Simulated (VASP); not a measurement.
# Vacuum and the quasiparticle gap of a sheet of Te2Pt

How does the G0W0 gap of a single sheet of Te2Pt depend on the vacuum between its repeats?

Program: VASP 6.6.1. Level of theory: PBE; plane waves and PAW (Pt, Te), in the first sound run; inputs show where later runs differ. Results are calculated unless marked as measured.

### Step 1. Starting point

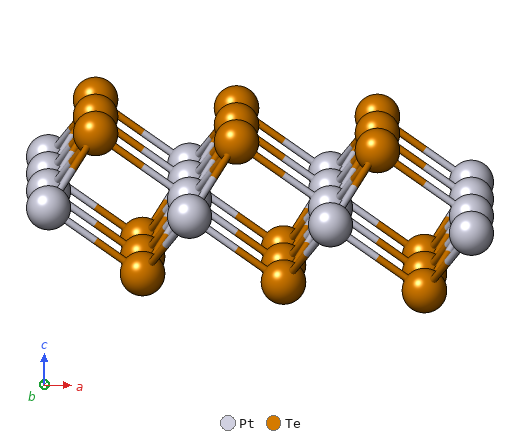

The cell as given, nearly edge on (platinum light grey, tellurium orange). 3×3×1 cells are drawn. Some periodic images of atoms are drawn too.

The cell holds 3 atoms: 1 Pt and 2 Te. Cell: a = 4.139 Å, b = 4.139 Å, c = 11.000 Å, α = 90.0°, β = 90.0°, γ = 120.0°. Vacuum lies along c.

### Step 2. Relaxation

The atoms are relaxed first inside the given cell, which is kept (ISIF = 2), since band edges depend on the positions.

INCAR reads:

```
SYSTEM = Te2Pt
PREC = Accurate
ENCUT = 400
EDIFF = 1E-06
NELM = 100
ISMEAR = 0
SIGMA = 0.05
LREAL = .FALSE.
ALGO = Normal
GGA = PE
NBANDS = 17
LASPH = .TRUE.
LWAVE = .FALSE.
LCHARG = .FALSE.
KPAR = 4
IBRION = 2
NSW = 60
ISIF = 2
EDIFFG = -0.01
```

POSCAR reads:

```
Te2Pt
1.0
    4.1385417200      0.0000000000      0.0000000000
   -2.0692708600      3.5840822641      0.0000000000
    0.0000000000      0.0000000000     11.0000000000
Pt Te
1 2
Direct
    0.0000000000      0.0000000000      0.5000000000
    0.3333333333      0.6666666667      0.6528769893
    0.6666666667      0.3333333333      0.3471230107
```

KPOINTS reads:

```
Automatic mesh
0
Gamma
6 6 1
0 0 0
```

PAW data sets: Pt and Te (PBE family, release 64).

On the command line:

```
$ mpirun -np 8 vasp_std
```

Log:

```text
[banner, memory and clock lines left out]
running    8 mpi-ranks, on    1 nodes
 distrk:  each k-point on    2 cores,    4 groups
 distr:  one band on    1 cores,    2 groups

 POSCAR found type information on POSCAR PtTe
 POSCAR found :  2 types and       3 ions
|                                                                             |
|           W    W    AA    RRRRR   N    N  II  N    N   GGGG   !!!           |
|           W    W   A  A   R    R  NN   N  II  NN   N  G    G  !!!           |
|           W    W  A    A  R    R  N N  N  II  N N  N  G       !!!           |
|           W WW W  AAAAAA  RRRRR   N  N N  II  N  N N  G  GGG   !            |
|           WW  WW  A    A  R   R   N   NN  II  N   NN  G    G                |
|           W    W  A    A  R    R  N    N  II  N    N   GGGG   !!!           |
|                                                                             |
|     For optimal performance we recommend to set                             |
|       NCORE = 2 up to number-of-cores-per-socket                            |
|     NCORE specifies how many cores store one orbital (NPAR=cpu/NCORE).      |
|     This setting can greatly improve the performance of VASP for DFT.       |
|     The default, NCORE=1 might be grossly inefficient on modern             |
|     multi-core architectures or massively parallel machines. Do your        |
|     Unfortunately you need to use the default for GW and RPA                |
|     calculations (for HF NCORE is supported but not extensively tested      |
|     yet).                                                                   |
|                                                                             |

 LDA part: xc-table for (Slater+PW92), standard interpolation
|                                                                             |
|           W    W    AA    RRRRR   N    N  II  N    N   GGGG   !!!           |
|           W    W   A  A   R    R  NN   N  II  NN   N  G    G  !!!           |
|           W    W  A    A  R    R  N N  N  II  N N  N  G       !!!           |
|           W WW W  AAAAAA  RRRRR   N  N N  II  N  N N  G  GGG   !            |
|           WW  WW  A    A  R   R   N   NN  II  N   NN  G    G                |
|           W    W  A    A  R    R  N    N  II  N    N   GGGG   !!!           |
|                                                                             |
|     The number of bands has been changed from the values supplied in        |
|     The orbitals not found in the WAVECAR file will be initialized with     |
|     random numbers, which is usually adequate. For correlated               |
|     calculations, however, you should redo the groundstate calculation.     |
|     I found NBANDS = 17. Now, NBANDS = 18.                                  |
|                                                                             |

 POSCAR, INCAR and KPOINTS ok, starting setup
 FFT: planning ... GRIDC
 FFT: planning ... GRID_SOFT
 FFT: planning ... GRID
 WAVECAR not read
 entering main loop
       N       E                     dE             d eps       ncg     rms          rms(c)
DAV:   1     0.103077510658E+03    0.10308E+03   -0.69790E+03   252   0.774E+02
DAV:   2    -0.614297783221E+01   -0.10922E+03   -0.10509E+03   350   0.148E+02
DAV:   3    -0.127836032933E+02   -0.66406E+01   -0.66005E+01   312   0.422E+01
DAV:   4    -0.129422050973E+02   -0.15860E+00   -0.15856E+00   366   0.659E+00
DAV:   5    -0.129436739381E+02   -0.14688E-02   -0.14688E-02   348   0.672E-01    0.799E+00
DAV:   6    -0.127084241543E+02    0.23525E+00   -0.26286E+00   264   0.132E+01    0.529E+00
DAV:   7    -0.124794192780E+02    0.22900E+00   -0.68123E-01   270   0.747E+00    0.250E+00
DAV:   8    -0.124558927151E+02    0.23527E-01   -0.96345E-02   300   0.180E+00    0.710E-01
DAV:   9    -0.124514016599E+02    0.44911E-02   -0.16898E-02   292   0.107E+00    0.388E-01
DAV:  10    -0.124505496096E+02    0.85205E-03   -0.39366E-03   278   0.346E-01    0.100E-01
DAV:  11    -0.124505779665E+02   -0.28357E-04   -0.12926E-04   280   0.876E-02    0.658E-02
DAV:  12    -0.124506381969E+02   -0.60230E-04   -0.21228E-04   254   0.675E-02    0.307E-02
DAV:  13    -0.124506334039E+02    0.47929E-05   -0.16122E-04   260   0.657E-02    0.189E-02
DAV:  14    -0.124506284390E+02    0.49649E-05   -0.24032E-05   282   0.299E-02    0.156E-02
DAV:  15    -0.124506280772E+02    0.36185E-06   -0.67729E-07   256   0.459E-03
   1 F= -.12450628E+02 E0= -.12450628E+02  d E =-.124506E+02
 curvature:   0.00 expect dE= 0.000E+00 dE for cont linesearch  0.000E+00
 trial: gam= 0.00000 g(F)=  0.558E+00 g(S)=  0.000E+00 ort = 0.000E+00 (trialstep = 0.100E+01)
 search vector abs. value=  0.558E+00
 bond charge predicted
       N       E                     dE             d eps       ncg     rms          rms(c)
DAV:   1    -0.129168138439E+02   -0.46619E+00   -0.11204E+01   252   0.156E+01    0.146E+00
DAV:   2    -0.129472116334E+02   -0.30398E-01   -0.36605E-01   264   0.295E+00    0.448E-01
DAV:   3    -0.129471845901E+02    0.27043E-04   -0.61799E-03   314   0.596E-01    0.260E-01
DAV:   4    -0.129470049983E+02    0.17959E-03   -0.11904E-03   278   0.318E-01    0.152E-01
DAV:   5    -0.129469542689E+02    0.50729E-04   -0.34936E-04   310   0.142E-01    0.685E-02
DAV:   6    -0.129469594227E+02   -0.51538E-05   -0.29180E-05   282   0.300E-02    0.380E-02
DAV:   7    -0.129469738051E+02   -0.14382E-04   -0.24799E-05   268   0.340E-02    0.630E-03
DAV:   8    -0.129469912651E+02   -0.17460E-04   -0.59148E-06   276   0.128E-02    0.468E-03
DAV:   9    -0.129470049441E+02   -0.13679E-04   -0.75726E-06   264   0.118E-02    0.239E-03
DAV:  10    -0.129470055656E+02   -0.62155E-06   -0.47383E-07   224   0.331E-03
   2 F= -.12947006E+02 E0= -.12947006E+02  d E =-.496377E+00
 trial-energy change:   -0.496377  1 .order   -0.492215   -0.557782   -0.426647
 step:   3.0564(harm=  4.2535)  dis= 0.35452  next Energy=   -13.421878 (dE=-0.971E+00)
 bond charge predicted
       N       E                     dE             d eps       ncg     rms          rms(c)
DAV:   1    -0.132701478495E+02   -0.32314E+00   -0.47341E+01   252   0.320E+01    0.404E+00
DAV:   2    -0.134222213998E+02   -0.15207E+00   -0.18682E+00   274   0.645E+00    0.139E+00
DAV:   3    -0.134211695090E+02    0.10519E-02   -0.28714E-02   318   0.105E+00    0.753E-01
DAV:   4    -0.134201343946E+02    0.10351E-02   -0.44312E-03   310   0.458E-01    0.144E-01
DAV:   5    -0.134200343656E+02    0.10003E-03   -0.86790E-04   296   0.247E-01    0.134E-01
DAV:   6    -0.134200387279E+02   -0.43623E-05   -0.76187E-05   280   0.496E-02    0.861E-02
DAV:   7    -0.134201496908E+02   -0.11096E-03   -0.16974E-04   264   0.763E-02    0.165E-02
DAV:   8    -0.134202780514E+02   -0.12836E-03   -0.30470E-05   280   0.340E-02    0.101E-02
DAV:   9    -0.134208005646E+02   -0.52251E-03   -0.23466E-04   276   0.462E-02    0.134E-02
DAV:  10    -0.134208849230E+02   -0.84358E-04   -0.17701E-05   302   0.122E-02    0.669E-03
DAV:  11    -0.134208998118E+02   -0.14889E-04   -0.33530E-06   260   0.766E-03    0.255E-03
DAV:  12    -0.134209009864E+02   -0.11746E-05   -0.43472E-07   238   0.341E-03    0.124E-03
DAV:  13    -0.134209011172E+02   -0.13075E-06   -0.46691E-08   236   0.114E-03
   3 F= -.13420901E+02 E0= -.13420901E+02  d E =-.970273E+00
 curvature:  -1.84 expect dE=-0.104E-04 dE for cont linesearch -0.104E-04
 trial: gam= 0.00000 g(F)=  0.567E-05 g(S)=  0.000E+00 ort =-0.178E-02 (trialstep = 0.141E+01)
 search vector abs. value=  0.567E-05
 reached required accuracy - stopping structural energy minimisation
```

It took 6.8 s on 8 MPI ranks of AMD EPYC 9R45, shared host; peak memory 1.3 GiB; 50 s of CPU time.

The logs omit lines about the potential files and the build; timing stands in the text.

OUTCAR, selected parts (step 2):

```text
ion  position               nearest neighbor table
   1  0.000  0.000  0.500-   2 2.92   3 2.92   2 2.92   3 2.92   3 2.92   2 2.92
   2  0.333  0.667  0.653-   1 2.92   1 2.92   1 2.92
   3  0.667  0.333  0.347-   1 2.92   1 2.92   1 2.92

  LATTYP: Found a hexagonal cell.
 ALAT       =     4.1385417200
 C/A-ratio  =     2.6579410682

 Subroutine GETGRP returns: Found 12 space group operations
 (whereof 12 operations were pure point group operations)

The static configuration has the point symmetry D_3d.

 Found      7 irreducible k-points:

   k-points           NKPTS =      7   k-points in BZ     NKDIM =      7   number of bands    NBANDS=     18

   dimension x,y,z NGX =    28 NGY =   28 NGZ =   72
   dimension x,y,z NGXF=    56 NGYF=   56 NGZF=  144

   ENCUT  =  400.0 eV  29.40 Ry    5.42 a.u.   6.75  6.75 17.94*2*pi/ulx,y,z

   NELECT =      22.0000    total number of electrons

 k-points in reciprocal lattice and weights: Automatic mesh
   0.00000000  0.00000000  0.00000000       0.028
   0.16666667  0.00000000  0.00000000       0.167
   0.33333333  0.00000000  0.00000000       0.167
   0.50000000 -0.00000000  0.00000000       0.083
   0.16666667  0.16666667  0.00000000       0.167
   0.33333333  0.16666667  0.00000000       0.333
   0.33333333  0.33333333  0.00000000       0.056

 average (electrostatic) potential at core
       1 -73.3390       2 -93.5722       3 -93.5722

 E-fermi :   1.2121

 k-point     1 :       0.0000    0.0000    0.0000
  band No.  band energies     occupation
    ...
      7      -2.1453      2.00000
      8      -0.6826      2.00000
      9       0.5333      2.00000
     10       0.8147      2.00000
     11       0.8147      2.00000
     12       3.1274      0.00000
     13       3.1274      0.00000
     14       4.4869      0.00000
     15       5.0942      0.00000
     16       6.1416      0.00000
    ...

 k-point     2 :       0.1667    0.0000    0.0000
  band No.  band energies     occupation
    ...
      7      -2.2633      2.00000
      8      -1.2679      2.00000
      9       0.2039      2.00000
     10       0.5003      2.00000
     11       0.9283      2.00000
     12       1.9279      0.00000
     13       2.9163      0.00000
     14       5.1646      0.00000
     15       5.3197      0.00000
     16       6.3126      0.00000
    ...

 k-point     3 :       0.3333    0.0000    0.0000
  band No.  band energies     occupation
    ...
      7      -2.2813      2.00000
      8      -1.6963      2.00000
      9      -0.8691      2.00000
     10      -0.4524      2.00000
     11       0.3011      2.00000
     12       2.1087      0.00000
     13       2.9403      0.00000
     14       4.3678      0.00000
     15       6.1010      0.00000
     16       6.7642      0.00000
    ...

  Total       -1.9504080     -1.9504080      0.0233757      0.0000000      0.0000000     -0.0000000
  in kB      -19.1521732    -19.1521732      0.2295390      0.0000000      0.0000000     -0.0000000
  external PRESSURE =     -12.6916025 kB  Pullay stress =       0.0000000 kB

  energy-cutoff  :      400.00
  volume of cell :      163.16
      direct lattice vectors                 reciprocal lattice vectors
     4.138541720  0.000000000  0.000000000     0.241631006  0.139505726  0.000000000
    -2.069270860  3.584082264  0.000000000     0.000000000  0.279011453  0.000000000
     0.000000000  0.000000000 11.000000000     0.000000000  0.000000000  0.090909091

 POSITION                                       TOTAL-FORCE (eV/Angst)
 -----------------------------------------------------------------------------------
      0.00000      0.00000      5.50000         0.000000      0.000000      0.000000
     -0.00000      2.38939      6.82713        -0.000000     -0.000000      0.007665
      2.06927      1.19469      4.17287         0.000000      0.000000     -0.007665
 -----------------------------------------------------------------------------------
    total drift:                               -0.000000      0.000000     -0.000000

  FREE ENERGIE OF THE ION-ELECTRON SYSTEM (eV)
  ---------------------------------------------------
  free  energy   TOTEN  =       -13.4209011172 eV

  energy  without entropy=      -13.4209011172  energy(sigma->0) =      -13.42090112

 reached required accuracy - stopping structural energy minimisation

[... 3 further parts left out ...]
```

CONTCAR:

```
Te2Pt
   1.00000000000000
     4.1385417200000001    0.0000000000000000    0.0000000000000000
    -2.0692708600000000    3.5840822641000001    0.0000000000000000
     0.0000000000000000    0.0000000000000000   11.0000000000000000
  Pt              Te
     1     2
Direct
     0.0000000000000000    0.0000000000000000    0.5000000000000000
     0.3333333332999970    0.6666666667000030    0.6206480074154167
     0.6666666667000030    0.3333333332999970    0.3793519925845833
```

The run keeps the 12 symmetry operations of its start, so it cannot find a distortion of lower symmetry.

Step by step:

| step | energy less that of the first step (eV) | largest force (eV/Å) |
| --- | --- | --- |
| 1 | 0.0000 | 2.4044 |
| 2 | -0.4964 | 1.8391 |
| 3 | -0.9703 | 0.0077 |

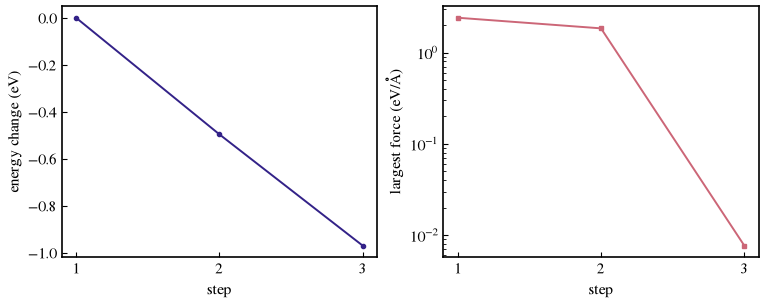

Energy and largest force along the relaxation.

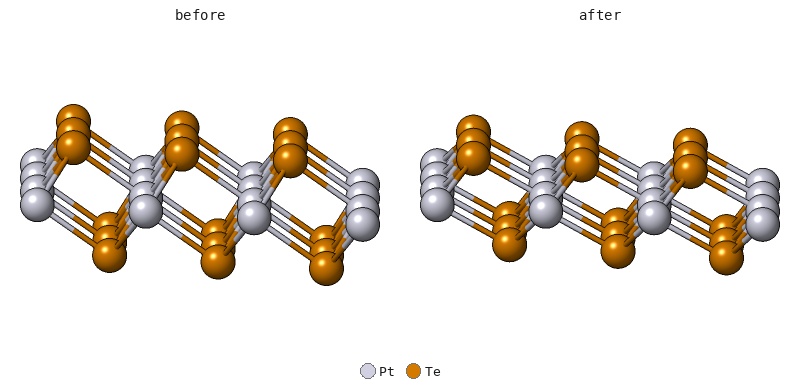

The structure before and after the relaxation, drawn at the same scale.

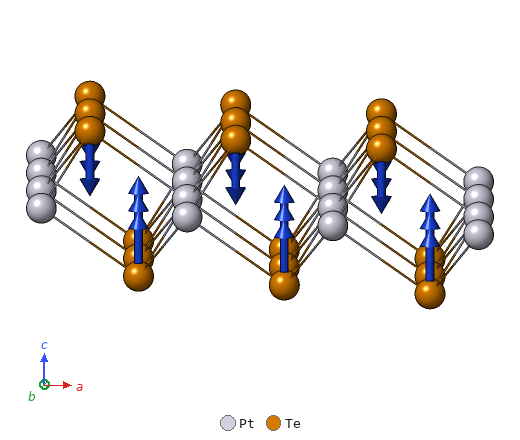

Displacements in the relaxation, exaggerated; the longest in the cell stands for 0.35 Å. 3×3×1 cells are drawn. Some periodic images of atoms are drawn too.

The atoms that moved most (Å):

| atom | dx | dy | dz | length |
| --- | --- | --- | --- | --- |
| Te3 | 0.000 | 0.000 | 0.355 | 0.355 |
| Te2 | 0.000 | 0.000 | -0.355 | 0.355 |

Final coordinates:

```xyz
3
Lattice="4.1385 0.0000 0.0000 -2.0693 3.5841 0.0000 0.0000 0.0000 11.0000" Properties=species:S:1:pos:R:3
Pt    0.0000    0.0000    5.5000
Te    0.0000    2.3894    6.8271
Te    2.0693    1.1947    4.1729
```

Numbers from this step:

| Item | Value |
| --- | --- |
| free energy (TOTEN) | -13.42 eV |
| Fermi energy | 1.212 eV |

At PBE, with these data sets, the largest force is down to 0.0077 eV/Å. The lattice constant was typed and isn't relaxed: the sheet is stretched, by 2.1 N/m.

(Part 1 of 5 ends here.)

[Lines on the potential files, build, host, timing and source positions are cut from VASP's logs without a mark.]

[Logs are printed without paths, hosts, clocks, repeated set-up lines and the standing remarks that a program may print on its own settings, such as how far it seeks lower states.]

[Hosts, paths, dates, database ids (printed as entryN), source tags and the programs' standing remarks are cut or masked in the printed files.]

[Pressures printed for these runs are not shown converged in the cutoff: they can be off by several GPa and have the wrong sign.]

[In band tables of VASP the shares of atoms and orbitals are scaled to a sum of 1 inside the atoms' spheres.]
